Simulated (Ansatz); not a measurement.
## What a change does: single-point calculation on AlGa₃N₄

System: AlGa₃N₄ (Cm, 8 atoms in the cell).
Method of run A: DFT PBEsol, scalar-relativistic, plane waves, PAW, no spin polarisation (Ansatz 0.2.0).

The structure derives from a Materials Project entry. Text and figures count atoms from 1; the logs count them from 0 in places.

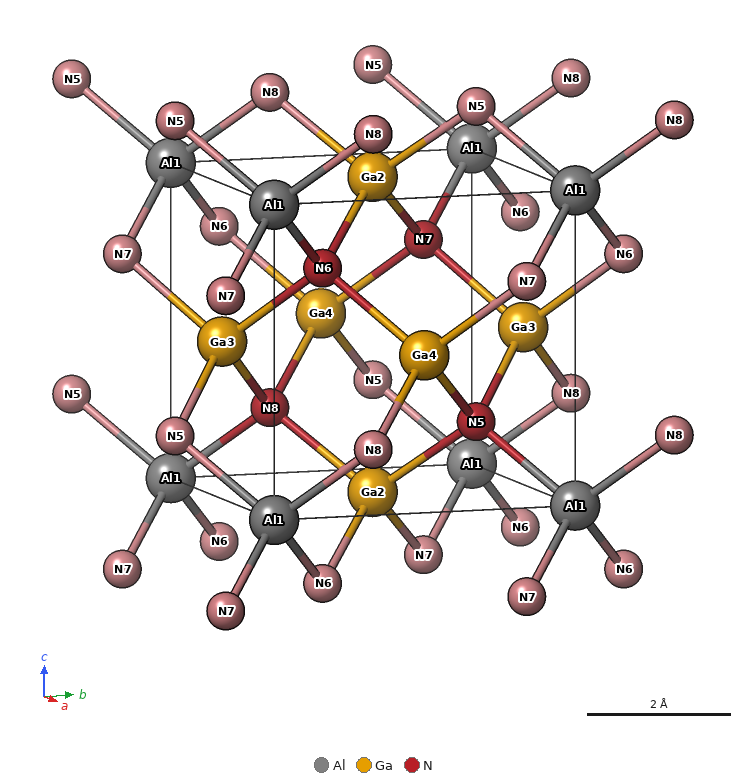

The input geometry (ball-and-stick view of the cell of the calculation, seen slightly off an axis; neighbours outside the cell are drawn fainter; atoms are numbered from 1 in the order of the input). An atom can appear more than once, as a periodic image. Near neighbours in the periodic cell (some may lie outside the picture): Al has 4 N at 1.90 Å; Ga has 4 N at 1.94 to 1.96 Å; N has 1 Al at 1.90 Å and 3 Ga at 1.94 to 1.96 Å.

The input, run A:
```yaml
crystal:
  lattice:
    - [4.4676279261, 0.0, 0.0]
    - [0.0, 4.4676279261, 0.0]
    - [0.0, 0.0, 4.4676279261]
  atoms:
    - { symbol: Al, position: [0.0, 0.0, 0.0] }
    - { symbol: Ga, position: [0.5019784178, 0.4980215822, 0.0] }
    - { symbol: Ga, position: [0.5019784178, -0.0019784178, 0.5] }
    - { symbol: Ga, position: [0.0019784178, 0.4980215822, 0.5] }
    - { symbol: "N", position: [0.755030922, 0.755030922, 0.244969078] }
    - { symbol: "N", position: [0.755030922, 0.244969078, 0.755030922] }
    - { symbol: "N", position: [0.244969078, 0.755030922, 0.755030922] }
    - { symbol: "N", position: [0.244969078, 0.244969078, 0.244969078] }
basis:
  ecutwfc: 420
kpoints:
  mp_grid: { grid: [6, 6, 6] }
hamiltonian:
  xc: pbesol
scf:
  occupations: { method: gaussian, width: 0.05 }
output:
  forces: true
  stress: true
  eigenvalues: true
  write_density: true
  write_potential: true
  elf: true
  volumetric_format: npy
```

Command:
```bash
ansatz run input.yaml --threads 2 --pin off --max-ram 5120MiB --backend cpu --events-out ev --progress --plain --runs-dir out
```

Hardware: 2 threads of Intel Xeon @ 2.50GHz (Skylake/Cascade Lake), 189 GiB of memory available, shared host.

Output, shortened to warnings, some set-up lines, iterations and results (run A):
```
Basis set: ecut = 420 eV, 1743 PW (Γ), exchange–correlation on 60×60×60 points (8 copies of the dense FFT grid, shifted against one another)
Symmetry: 2 space group operations
k-points: 68 of 216 (time reversal used)
Initial density: superposition of atomic densities (neutral atoms: chi_scale 0, normalization atom), corrected by the library's trained network
[...]
SCF iter   1: F=—  HF=-13274.441578 eV  |F-HF|=—  |Δ(HF+E_count)|=         —  Δρ=1.18e-2  dr2=1.23e-1  ethr=1.77e-3  ⟨swp⟩=6.7  Hψ=10636  notcnv=0
SCF iter   2: F=—  HF=-13274.406605 eV  |F-HF|=—  |Δ(HF+E_count)|=   3.50e-2  Δρ=1.81e-3  dr2=2.89e-3  ethr=1.99e-4  ⟨swp⟩=2.0  Hψ=4114  notcnv=0  defer=228
SCF iter   3: F=—  HF=-13274.406161 eV  |F-HF|=—  |Δ(HF+E_count)|=   4.44e-4  Δρ=8.65e-4  dr2=5.78e-4  ethr=4.66e-6  ⟨swp⟩=2.8  Hψ=4504  notcnv=0  defer=228
SCF iter   4: F=—  HF=-13274.406155 eV  |F-HF|=—  |Δ(HF+E_count)|=   5.83e-6  Δρ=2.08e-4  dr2=3.69e-5  ethr=9.32e-7  ⟨swp⟩=3.0  Hψ=5173  notcnv=0  defer=228
SCF iter   5: F=—  HF=-13274.406065 eV  |F-HF|=—  |Δ(HF+E_count)|=   8.98e-5  Δρ=1.11e-4  dr2=6.74e-6  ethr=5.95e-8  ⟨swp⟩=2.0  Hψ=4520  notcnv=0  defer=228
SCF iter   6: F=-13274.406069 eV  HF=-13274.406069 eV  |F-HF|=3.42e-8  |Δ(HF+E_count)|=   3.64e-6  Δρ=1.21e-5  dr2=9.63e-8  ethr=1.61e-10  ⟨swp⟩=11.3  Hψ=18858  notcnv=0
SCF 1 converged in 6 iterations: F = -13274.406069 eV  dr2 = 9.63e-8
SCF converged after 6 iterations
Free energy (F): -13274.406069 eV
Harris-Foulkes:  -13274.406069 eV  (|F-HF|=3.42e-8)
Internal energy: -13274.406069 eV  (E = F + TS)
E sigma→0 (E₀):  -13274.406069 eV
Fermi energy:    10.061171 eV
--- Per-component energies (eV) ---
  E_band       = -19.302861
  E_kinetic    = 898.556402
  E_local      = -6510.146243  (includes V_loc(G=0)·N_el)
  E_nonlocal   = 1482.084928
  E_hartree    = 2976.758440
  E_xc         = -483.705962
  E_vxc        = -508.979293  (∫ρ·V_xc dr)
  E_paw        = -6805.488185  (= ΣΔE_a)
  E_vpaw       = -1334.329082  (= ΣTr[D̂ρ^β])
  E_aug_tail   = 0.000171  (compensation charges beyond the density's cutoff)
  E_ewald      = -4835.186089
  E_core_change = 2.720468  (= ΣΔE_core)
  E_smearing   = -0.000000  (= −TS)
  E_closure    = 0.000000  (closes the sum)
  Σ components = -13274.406069   (vs F -13274.406069, Δ=0.00e0)
--- Forces (eV/Å), atoms counted from 1 ---
  atom   1  Al     0.04807162    -0.04807162     0.00014489
  atom   2  Ga    -0.14939152     0.14939152     0.00415013
  atom   3  Ga    -0.14938183     0.07438336     0.00413284
  atom   4  Ga    -0.07438336     0.14938183     0.00413284
  atom   5  N      0.09868723    -0.09885309    -0.00391295
  atom   6  N      0.06525660    -0.06525660    -0.03739267
  atom   7  N      0.06228195    -0.06228195     0.03265943
  atom   8  N      0.09885309    -0.09868723    -0.00391295
  max |Σ_I F_I| component: 6.22e-6 eV/Å
--- Stress (GPa, compression-positive) ---
       -0.002071      -0.016738      -0.409949
       -0.016738      -0.002071       0.409949
       -0.409949       0.409949       0.007622
  P = ⅓ Tr σ = 0.0012 GPa (0.012 kbar)
```

For run B the input was changed thus:
```diff
-    - { symbol: Ga, position: [0.5019784178, 0.4980215822, 0.0] }
-    - { symbol: Ga, position: [0.5019784178, -0.0019784178, 0.5] }
-    - { symbol: Ga, position: [0.0019784178, 0.4980215822, 0.5] }
+    - { symbol: Ga, position: [0.4841726573, 0.5158273427, 0.0] }
+    - { symbol: Ga, position: [0.4841726573, 0.0158273427, 0.5] }
+    - { symbol: Ga, position: [-0.0158273427, 0.5158273427, 0.5] }
```

How does run B compare with run A?

With the same functional and potentials, run B lies 26.2 meV per atom higher. The gap on the mesh goes from 2.27 to 2.09 eV. The pressure goes from 0.00 to 0.84 GPa. The largest force goes from 0.211 to 1.737 eV/Å. The SCF takes 7 iterations against 6.

Output, shortened to warnings, some set-up lines, iterations and results (run B):
```
Basis set: ecut = 420 eV, 1743 PW (Γ), exchange–correlation on 60×60×60 points (8 copies of the dense FFT grid, shifted against one another)
Symmetry: 2 space group operations
k-points: 68 of 216 (time reversal used)
Initial density: superposition of atomic densities (neutral atoms: chi_scale 0, normalization atom), corrected by the library's trained network
[...]
SCF iter   1: F=—  HF=-13274.231585 eV  |F-HF|=—  |Δ(HF+E_count)|=         —  Δρ=1.18e-2  dr2=1.22e-1  ethr=1.77e-3  ⟨swp⟩=6.5  Hψ=10781  notcnv=0  defer=1
SCF iter   2: F=—  HF=-13274.197116 eV  |F-HF|=—  |Δ(HF+E_count)|=   3.45e-2  Δρ=1.81e-3  dr2=2.84e-3  ethr=1.97e-4  ⟨swp⟩=2.0  Hψ=4146  notcnv=0  defer=226
SCF iter   3: F=—  HF=-13274.196708 eV  |F-HF|=—  |Δ(HF+E_count)|=   4.07e-4  Δρ=8.68e-4  dr2=5.70e-4  ethr=4.59e-6  ⟨swp⟩=2.9  Hψ=4649  notcnv=0  defer=226
SCF iter   4: F=—  HF=-13274.196703 eV  |F-HF|=—  |Δ(HF+E_count)|=   5.14e-6  Δρ=2.07e-4  dr2=3.81e-5  ethr=9.19e-7  ⟨swp⟩=3.0  Hψ=5112  notcnv=0  defer=226
SCF iter   5: F=—  HF=-13274.196629 eV  |F-HF|=—  |Δ(HF+E_count)|=   7.43e-5  Δρ=1.10e-4  dr2=6.69e-6  ethr=6.15e-8  ⟨swp⟩=2.0  Hψ=4521  notcnv=0  defer=226
SCF iter   6: F=—  HF=-13274.196632 eV  |F-HF|=—  |Δ(HF+E_count)|=   3.52e-6  Δρ=1.57e-5  dr2=1.92e-7  ethr=1.08e-8  ⟨swp⟩=3.0  Hψ=4894  notcnv=0  defer=226
SCF iter   7: F=-13274.196632 eV  HF=-13274.196633 eV  |F-HF|=5.89e-8  |Δ(HF+E_count)|=   5.63e-8  Δρ=9.13e-6  dr2=7.41e-8  ethr=1.61e-10  ⟨swp⟩=13.7  Hψ=16880  notcnv=0
SCF 1 converged in 7 iterations: F = -13274.196632 eV  dr2 = 7.41e-8
SCF converged after 7 iterations
Free energy (F): -13274.196632 eV
Harris-Foulkes:  -13274.196633 eV  (|F-HF|=5.89e-8)
Internal energy: -13274.196632 eV  (E = F + TS)
E sigma→0 (E₀):  -13274.196632 eV
Fermi energy:    10.121361 eV
--- Per-component energies (eV) ---
  E_band       = -20.071562
  E_kinetic    = 898.913980
  E_local      = -6515.123308  (includes V_loc(G=0)·N_el)
  E_nonlocal   = 1482.013354
  E_hartree    = 2978.521717
  E_xc         = -483.858072
  E_vxc        = -509.155411  (∫ρ·V_xc dr)
  E_paw        = -6805.188890  (= ΣΔE_a)
  E_vpaw       = -1333.760745  (= ΣTr[D̂ρ^β])
  E_aug_tail   = 0.000081  (compensation charges beyond the density's cutoff)
  E_ewald      = -4832.195963
  E_core_change = 2.720468  (= ΣΔE_core)
  E_smearing   = -0.000000  (= −TS)
  E_closure    = -0.000000  (closes the sum)
  Σ components = -13274.196632   (vs F -13274.196632, Δ=0.00e0)
--- Forces (eV/Å), atoms counted from 1 ---
  atom   1  Al    -0.38508430     0.38508430     0.00888325
  atom   2  Ga     1.21355175    -1.21355175     0.26762934
  atom   3  Ga     1.20891137    -0.61001527     0.26642120
  atom   4  Ga     0.61001527    -1.20891137     0.26642120
  atom   5  N     -0.80730910     0.80014492    -0.25385338
  atom   6  N     -0.42298291     0.42298291     0.14537683
  atom   7  N     -0.61700114     0.61700114    -0.44701709
  atom   8  N     -0.80014492     0.80730910    -0.25385338
  max |Σ_I F_I| component: 4.40e-5 eV/Å
--- Stress (GPa, compression-positive) ---
        0.622690      -1.065203       3.369093
       -1.065203       0.622690      -3.369093
        3.369093      -3.369093       1.261074
  P = ⅓ Tr σ = 0.8355 GPa (8.355 kbar)
```

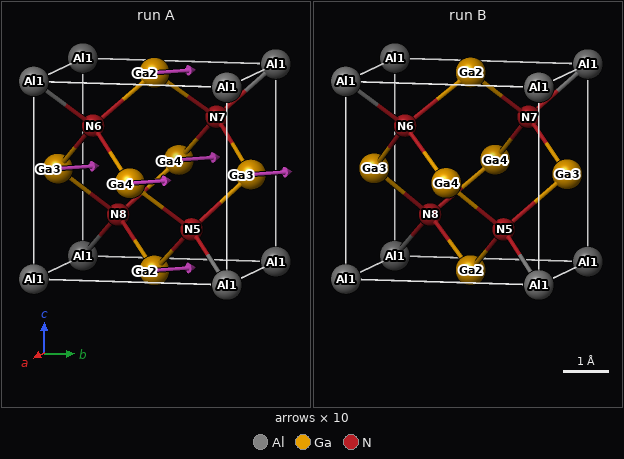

The two input geometries at one scale (ball-and-stick view of the cell of the calculation, seen slightly off an axis). The pink arrows on the first give the shifts of the atoms relative to the cell, magnified 10 times. The largest moves, 0.11 Å, are those of Ga2, Ga3 and Ga4. Al and N stay in place. The lattice vectors keep their values. Among the contacts that change: Ga2–N6 1.938 → 2.031 Å, Ga2–N7 1.958 → 1.866 Å.

The two runs side by side:

| quantity | run A | run B |
| --- | --- | --- |
| outcome | converged | converged |
| free energy per atom (eV) | −1659.3008 | −1659.2746 |
| gap on the mesh (eV) | 2.27 | 2.09 |
| pressure (GPa) | 0.00 | 0.84 |
| largest force (eV/Å) | 0.211 | 1.737 |
| SCF iterations | 6 | 7 |
| irreducible k-points | 68 | 68 |
| plane waves at Γ | 1743 | 1743 |
| wall time (shared host) | 31 s | 29 s |
